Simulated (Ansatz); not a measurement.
## Run report: Bi2Te3, field-gradient calculation

Bi2Te3 (R-3m, 5 atoms in the cell), computed with DFT, PBE, PAW with Ansatz's default frozen-core files, scalar-relativistic, no spin polarisation (Ansatz 0.2.0).

The structure derives from an entry of the Crystallography Open Database. It belongs to a series of runs on one base structure; here: volume scaled by 0.99, PAW files.

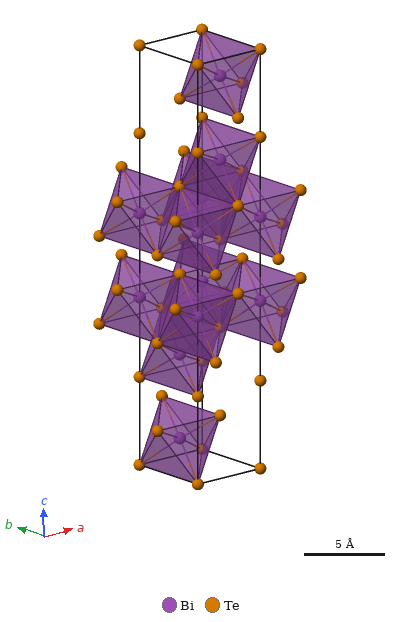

*The structure (polyhedral view of the cell 3 times as large as that of the calculation, set on its symmetry axes, seen at an oblique angle; polyhedra are completed across the faces of the cell).*

Key numbers:

- outcome: converged
- space group (tolerance 0.01 Å): R-3m (166)
- electrons treated: 78
- free energy: −45734.0861 eV
- Fermi energy: 9.636 eV
- pressure: 2.47 GPa
- field gradient V_zz (10²¹ V/m²): Bi 2.36, Bi 2.36, Te 9.93, Te 0.89, Te 0.89
- largest force (length of the vector): 0.021 eV/Å
- hardware: 2 threads of Intel Xeon (Sapphire Rapids), 64 GiB of memory available, shared host
- wall time: 11 s (CPU time 21 s)
- peak memory: 0.71 GiB

Warnings of the run: the field gradients leave out spin–orbit coupling. Spin–orbit coupling is left out, which matters for Bi.

Input:
```yaml
crystal:
  lattice:
    - [2.1856660536, 1.2618948844, 10.1316708497]
    - [-2.1856660536, 1.2618948844, 10.1316708497]
    - [0.0, -2.5237897687, 10.1316708497]
  atoms:
    - { symbol: Bi, position: [0.4, 0.4, 0.4] }
    - { symbol: Bi, position: [0.6, 0.6, 0.6] }
    - { symbol: Te, position: [0.0, 0.0, 0.0] }
    - { symbol: Te, position: [0.2095, 0.2095, 0.2095] }
    - { symbol: Te, position: [0.7905, 0.7905, 0.7905] }
kpoints:
  mp_grid: { grid: [7, 7, 7] }
scf:
  occupations: { method: fermi_dirac, width: 0.08 }
hamiltonian:
  xc: pbe
  pseudopotentials: { kind: paw }
output:
  forces: true
  stress: true
  eigenvalues: true
  efg: { contact_densities: true }
  write_density: true
  write_potential: true
  elf: true
  volumetric_format: npy
```

Launched with:
```bash
ansatz run input.yaml --threads 2 --pin off --max-ram 6144MiB --backend cpu --events-out ev --progress --plain --runs-dir out
```

Log:
```
basis.fft_grid_basis auto: the FFT boxes are laid along the combinations [[1, -1, 0], [0, 1, 0], [0, -1, 1]] of the cell's own vectors, 4.371, 10.441 and 4.371 Å long. The dense box has 30×72×30 points. Along the cell's own vectors, as sized, it would have 72×72×72, 5.76 times as many. Of the 12 symmetry operations that the crystal satisfies within crystal.symmetry.tolerance (time reversal apart; of a slab, those that keep its plane) the dense box along the cell's own vectors carries 12, and the one as laid loses 8 of those. basis.fft_grid_basis: typed keeps the cell's own vectors: state it where this run's energies or levels are differenced outside the engine with another run's, or held beside a run that keeps those vectors. Those combinations have planes normal to reciprocal vector 3, as the cell's own vectors have. Each planar average written beside output.write_density, output.write_potential has a row for each plane of the box: 30. The volumetric files lie along those combinations, not along the cell's own vectors: a cube or XSF file states them, and fields.json those of NumPy files.
Te, Bi: output.efg is read without spin–orbit coupling, which moves field gradients at and beside such atoms by some per cent and up to a factor of two; PAW files take it under magnetization.noncollinear and magnetization.spin_orbit
Engine: ansatz 0.2.0, x86_64-unknown-linux-gnu
Pseudopotentials: kind: paw
Pseudopotential: Bi, paw, valence charge 15, recommended cutoff 420 eV (normal), Bi.paw.azcp
Pseudopotential: Te, paw, valence charge 16, recommended cutoff 420 eV (normal), Te.paw.azcp
Functional definition: PBE
  parameter kappa = 0.804
  parameter beta = 0.06672455060314922
  exchange = pbe_x(kappa = kappa, mu = beta*pi^2/3)
  correlation = pbe_c(beta = beta)
Crystal: 5 atoms, lattice volume = 167.664 Å³
Basis set: ecut = 420 eV, 3285 PW (Γ), FFT grids on a1−a2, a2, −a2+a3, exchange–correlation on 60×144×60 points (8 copies of the dense FFT grid, shifted against one another)
Bands: 47, of which v1, the nominal top of the filled ones, is band 39 counted from 1 (38 counted from 0)
Symmetry: 12 space group operations
Space group: R-3m (ITA 166), of the structure as read, at distance tolerance 5.5e-5 Å
k-points: 44 of 343
Non-local potential: Bi, projectors of the file, l = 0: 2, l = 1: 2, l = 2: 2, l = 3: 2
Non-local potential: Te, projectors of the file, l = 0: 2, l = 1: 2, l = 2: 2, l = 3: 2
PAW form: soft (Blöchl's): semilocal exchange-correlation on the pseudo side does not see the compensation charge
PAW one-centre angular grid: Bi, 590 points (default); XC on 64 Gauss nodes
PAW one-centre angular grid: Te, 590 points (default); XC on 64 Gauss nodes
Initial density: superposition of atomic densities (neutral atoms: chi_scale 0, normalization atom), corrected by the library's trained network
Initial wavefunctions: pseudopotential atomic-orbital guess
Functional: x = pbe(κ = 0.804, μ = 0.2195149727645171), c = pbe(β = 0.06672455060314922)
SCF iter   1: F=—  HF=-45734.088866 eV  |F-HF|=—  |Δ(HF+E_count)|=         —  Δρ=1.01e-3  dr2=2.46e-3  ethr=1.77e-3  ⟨swp⟩=9.2  Hψ=9029  notcnv=0
preconditioner: auto → Resta (q_TF=auto, 2.402 Å⁻¹)  ε∞=4.2  [insulator: Δε(μ)=0.290 eV  Ē_g=8.466 eV  σ=0.080 eV  W_gap=0.72  n_scr=42 (ndim 8)  ℏωp=15.2 eV  f_vac=0.014  D(μ)=0.04/eV (n_scr^D=0)  ε∞_Penn≈4.2]
SCF iter   2: F=—  HF=-45734.085881 eV  |F-HF|=—  |Δ(HF+E_count)|=   2.99e-3  Δρ=5.30e-4  dr2=6.14e-4  ethr=3.15e-6  ⟨swp⟩=3.0  Hψ=4287  notcnv=0
SCF iter   3: F=—  HF=-45734.086010 eV  |F-HF|=—  |Δ(HF+E_count)|=   1.29e-4  Δρ=2.71e-4  dr2=1.50e-4  ethr=7.88e-7  ⟨swp⟩=2.2  Hψ=3046  notcnv=0
SCF iter   4: F=—  HF=-45734.086102 eV  |F-HF|=—  |Δ(HF+E_count)|=   9.24e-5  Δρ=9.12e-5  dr2=3.24e-5  ethr=1.92e-7  ⟨swp⟩=2.0  Hψ=2653  notcnv=0
SCF iter   5: F=—  HF=-45734.086124 eV  |F-HF|=—  |Δ(HF+E_count)|=   2.12e-5  Δρ=4.24e-5  dr2=4.01e-6  ethr=4.15e-8  ⟨swp⟩=2.1  Hψ=2474  notcnv=0
SCF iter   6: F=—  HF=-45734.086126 eV  |F-HF|=—  |Δ(HF+E_count)|=   1.92e-6  Δρ=8.64e-6  dr2=1.43e-7  ethr=5.14e-9  ⟨swp⟩=2.6  Hψ=3652  notcnv=0
SCF iter   7: F=-45734.086126 eV  HF=-45734.086126 eV  |F-HF|=2.52e-9  |Δ(HF+E_count)|=   2.21e-7  Δρ=2.14e-6  dr2=8.87e-9  ethr=1.28e-10  ⟨swp⟩=14.4  Hψ=16485  notcnv=0
SCF 1 converged in 7 iterations: F = -45734.086126 eV  dr2 = 8.87e-9
  greatest PAW one-centre occupation: 0.998 electrons in one spin orbital (limit 2), on the Te atom at site 4 (counted from 0), in its partial waves of l = 2
```

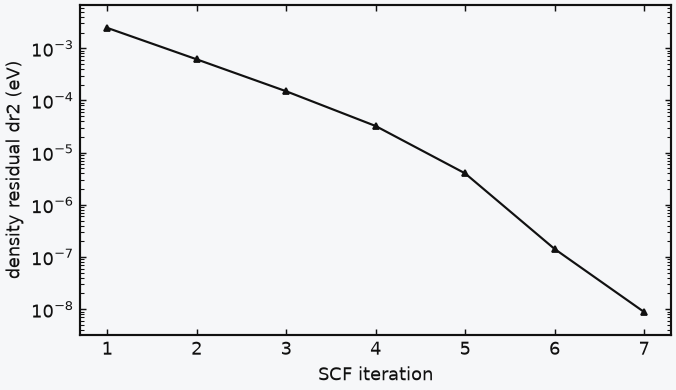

*Convergence of the self-consistent field: density residual dr2 against the SCF iteration.*

The residual falls at every step.

```
SCF converged after 7 iterations
Free energy (F): -45734.086126 eV
Harris-Foulkes:  -45734.086126 eV  (|F-HF|=2.52e-9)
Internal energy: -45734.084767 eV  (E = F + TS)
E sigma→0 (E₀):  -45734.085446 eV
Entropy (-TS):   -0.001359 eV (-0.272 meV/atom)
Fermi energy:    9.635575 eV
--- Per-component energies (eV) ---
  E_band       = -980.682229
  E_kinetic    = 1145.110797
  E_local      = -6824.008134  (includes V_loc(G=0)·N_el)
  E_nonlocal   = 191.614379
  E_hartree    = 3410.170322
  E_xc         = -676.911754
  E_vxc        = -602.475822  (∫ρ·V_xc dr)
  E_paw        = -35312.392821  (= ΣΔE_a)
  E_vpaw       = -1711.261740  (= ΣTr[D̂ρ^β])
  E_aug_tail   = -0.001458  (compensation charges beyond the density's cutoff)
  E_ewald      = -7667.666099
  E_smearing   = -0.001359  (= −TS)
  E_closure    = 0.000000  (closes the sum)
  Σ components = -45734.086126   (vs F -45734.086126, Δ=0.00e0)
--- Forces (eV/Å), atoms counted from 1 ---
  atom   1  Bi     0.00000000     0.00000000     0.00984396
  atom   2  Bi     0.00000000    -0.00000000    -0.00984396
  atom   3  Te     0.00000000     0.00000000     0.00000000
  atom   4  Te     0.00000000    -0.00000000    -0.02118103
  atom   5  Te    -0.00000000     0.00000000     0.02118103
  max |Σ_I F_I| component: 0.00e0 eV/Å
--- Stress (GPa, compression-positive) ---
        2.527851       0.000000      -0.000000
        0.000000       2.527851      -0.000000
       -0.000000      -0.000000       2.361605
  P = ⅓ Tr σ = 2.4724 GPa (24.724 kbar)
--- PAW observables at the nuclei: V_zz in 10²¹ V/m², potentials from the cell's mean, atoms counted from 1 ---
  atom   1  Bi V_zz =    +2.363925   η = 0.0000   by run symmetry: allowed
            electrostatic potential = -17829.146600 V   contact ρ = 17906603.515707 e/Å³
  atom   2  Bi V_zz =    +2.363925   η = 0.0000   by run symmetry: allowed
            electrostatic potential = -17829.146600 V   contact ρ = 17906603.515707 e/Å³
  atom   3  Te V_zz =    +9.931868   η = 0.0000   by run symmetry: allowed
            electrostatic potential = -8649.321317 V   contact ρ = 1468742.062019 e/Å³
  atom   4  Te V_zz =    +0.886327   η = 0.0000   by run symmetry: allowed
            electrostatic potential = -8649.136062 V   contact ρ = 1468759.145505 e/Å³
  atom   5  Te V_zz =    +0.886327   η = 0.0000   by run symmetry: allowed
            electrostatic potential = -8649.136062 V   contact ρ = 1468759.145505 e/Å³
--- Band table (eV; the first three rows and the last of 44) ---
  k-point 0: bands = ["-27.2565", "-27.2565", "-27.2516", "-27.2496", "-27.2490", "-27.2490", "-27.2476", "-27.2476", "-27.2466", "-27.2466", "-27.1037", "-27.0974", "-27.0974", "-27.0668", "-27.0668", "-13.7509", "-13.7509", "-13.7490", "-13.7490", "-13.7414", "-13.7400", "-13.7373", "-13.7373", "-13.7359", "-13.7359", "-3.9357", "-3.1954", "-1.9902", "0.5553", "1.0217", "7.1368", "7.3735", "7.7133", "7.7133", "7.7443", "7.7443", "8.5895", "8.5895", "9.4860", "9.7712", "10.1189", "10.1189", "11.4494", "11.5968", "11.5968", "14.2853", "14.8109"]
  k-point 1: bands = ["-27.2565", "-27.2564", "-27.2512", "-27.2500", "-27.2490", "-27.2487", "-27.2476", "-27.2475", "-27.2466", "-27.2465", "-27.1036", "-27.0974", "-27.0974", "-27.0668", "-27.0666", "-13.7527", "-13.7506", "-13.7489", "-13.7470", "-13.7402", "-13.7390", "-13.7380", "-13.7371", "-13.7367", "-13.7354", "-3.7545", "-3.0423", "-1.8616", "0.3904", "0.8691", "6.2950", "6.4088", "7.1105", "7.1215", "7.8071", "8.1240", "8.3357", "8.4921", "8.8101", "10.7319", "10.8048", "10.8684", "11.4037", "11.4791", "12.1023", "13.7637", "14.4253"]
  k-point 2: bands = ["-27.2565", "-27.2558", "-27.2510", "-27.2506", "-27.2489", "-27.2481", "-27.2475", "-27.2473", "-27.2466", "-27.2464", "-27.1033", "-27.0976", "-27.0974", "-27.0667", "-27.0660", "-13.7574", "-13.7549", "-13.7459", "-13.7436", "-13.7417", "-13.7395", "-13.7355", "-13.7348", "-13.7337", "-13.7335", "-3.2255", "-2.6280", "-1.5232", "-0.2186", "0.4287", "5.1567", "5.7883", "6.0855", "6.5838", "7.0486", "7.1898", "8.4239", "8.5004", "8.8202", "10.4566", "10.8529", "11.0324", "12.1452", "12.2927", "13.0407", "13.5790", "14.9519"]
  k-point 43: bands = ["-27.2565", "-27.2563", "-27.2512", "-27.2500", "-27.2490", "-27.2487", "-27.2476", "-27.2475", "-27.2466", "-27.2465", "-27.1036", "-27.0974", "-27.0974", "-27.0668", "-27.0666", "-13.7527", "-13.7506", "-13.7489", "-13.7470", "-13.7401", "-13.7390", "-13.7380", "-13.7371", "-13.7366", "-13.7354", "-3.6123", "-3.3430", "-1.3999", "-0.3337", "1.3173", "6.1604", "6.6756", "7.2303", "7.2662", "7.4387", "7.6442", "8.3758", "8.6949", "9.2549", "10.1058", "10.4209", "11.0531", "11.7189", "11.8089", "12.1683", "14.0803", "14.6470"]
```

File v_z.tsv:
```
# z_ang	v_es[eV]	v_tot[eV]
# format = ansatz-planar-average/11
# xc	pbe
# density_cutoff_ev	1680
# datasets	Bi=:simpson_from_first_knot:soft	Te=:simpson_from_first_knot:soft
# lattice	2.185666054	1.261894884	10.131670850
# lattice	-2.185666054	1.261894884	10.131670850
# lattice	0.000000000	-2.523789769	10.131670850
# sites	5
# site	83	0.000000000	0.000000000	12.158005020
# site	83	0.000000000	0.000000000	18.237007529
# site	52	0.000000000	0.000000000	0.000000000
# site	52	0.000000000	0.000000000	6.367755129
# site	52	0.000000000	0.000000000	24.027257420
0.000000	8.931692e0	-3.352054e-1
0.348043	8.932824e0	-3.414628e-1
0.696085	8.912824e0	-3.760756e-1
1.044128	8.847646e0	-4.512146e-1
1.392170	8.770335e0	-5.283667e-1
1.740213	8.667775e0	-6.299241e-1
2.088255	8.420771e0	-8.948863e-1
2.436298	7.918778e0	-1.429219e0
2.784341	7.147636e0	-2.223314e0
3.132383	6.192733e0	-3.187362e0
3.480426	5.236528e0	-4.146756e0
3.828468	4.456928e0	-4.935042e0
4.176511	3.899646e0	-5.518833e0
4.524553	3.546251e0	-5.906225e0
4.872596	3.379568e0	-6.094489e0
5.220639	3.342803e0	-6.137386e0
5.568681	3.379568e0	-6.094489e0
5.916724	3.546251e0	-5.906225e0
6.264766	3.899646e0	-5.518833e0
6.612809	4.456928e0	-4.935042e0
6.960851	5.236528e0	-4.146756e0
7.308894	6.192733e0	-3.187362e0
7.656937	7.147636e0	-2.223314e0
8.004979	7.918778e0	-1.429219e0
8.353022	8.420771e0	-8.948863e-1
8.701064	8.667775e0	-6.299241e-1
9.049107	8.770335e0	-5.283667e-1
9.397149	8.847646e0	-4.512146e-1
9.745192	8.912824e0	-3.760756e-1
10.093235	8.932824e0	-3.414628e-1
```

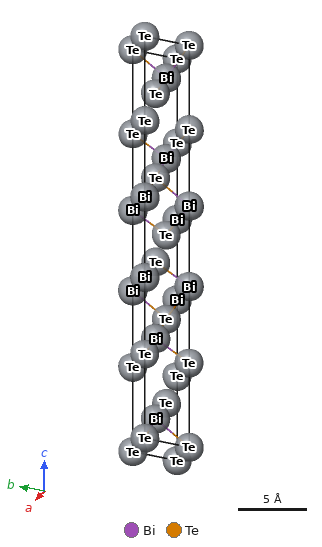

*Isosurface of the valence charge density (pseudo) at 0.5 e/Å³ (grey), seen at an oblique angle. Sticks mark near contacts. The outline is the cell set on symmetry axes.*

At this value the density breaks into separate islands; it holds about 75 % of the electrons treated as valence (semicore included). It is pinched off along the Bi–Te (3.06 Å) and Bi–Te (3.24 Å) contacts. On the grid the lowest density along these lines, outside the cores, is 0.29 e/Å³ (Bi–Te, 3.06 Å) and 0.21 e/Å³ (Bi–Te, 3.24 Å). Core electrons are frozen (PAW), so the fields are smoothed inside the atomic spheres.

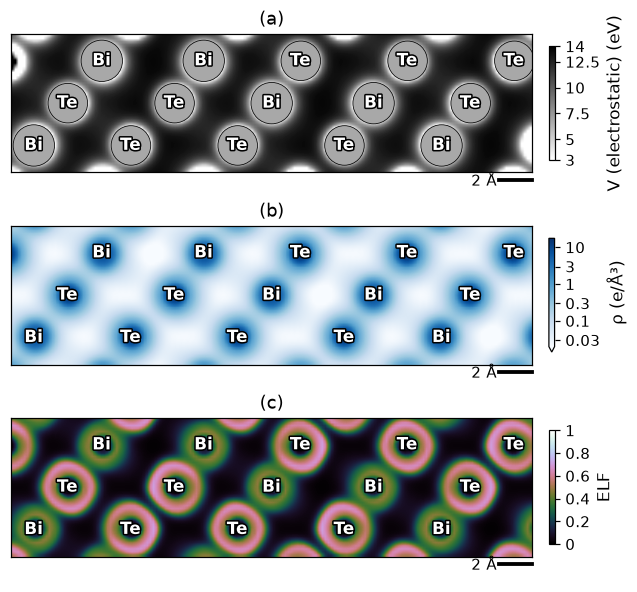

*(a) electrostatic potential energy of an electron; (b) valence electron density; (c) ELF on the (110) plane of the conventional cell. Grey discs, where drawn, cover atomic cores.*

The section cuts through Bi and Te sites. Bi–Te (3.06 Å): ρ is about 0.29 e/Å³ halfway; the ELF peaks at about 0.65 in the valence shell of Te, 1.3 Å from its nucleus, and drops to about 0.35 between the two atoms. Bi–Te (3.24 Å): the density is about 0.21 e/Å³ at the midpoint; the ELF peaks at about 0.65 in the valence shell of Te, 1.3 Å from its nucleus, and drops to about 0.30 between the two atoms. Away from the nuclei the density in this plane falls to 0.01 e/Å³ at its lowest. The strong features right at Bi lie inside the PAW spheres (semicore, d or f shells) and say nothing about bonding. Outside the cores the potential energy rises away from the atoms and is highest about 2.8 Å from the nearest atoms; outside the discs it spans about 10 eV, and its zero is arbitrary.
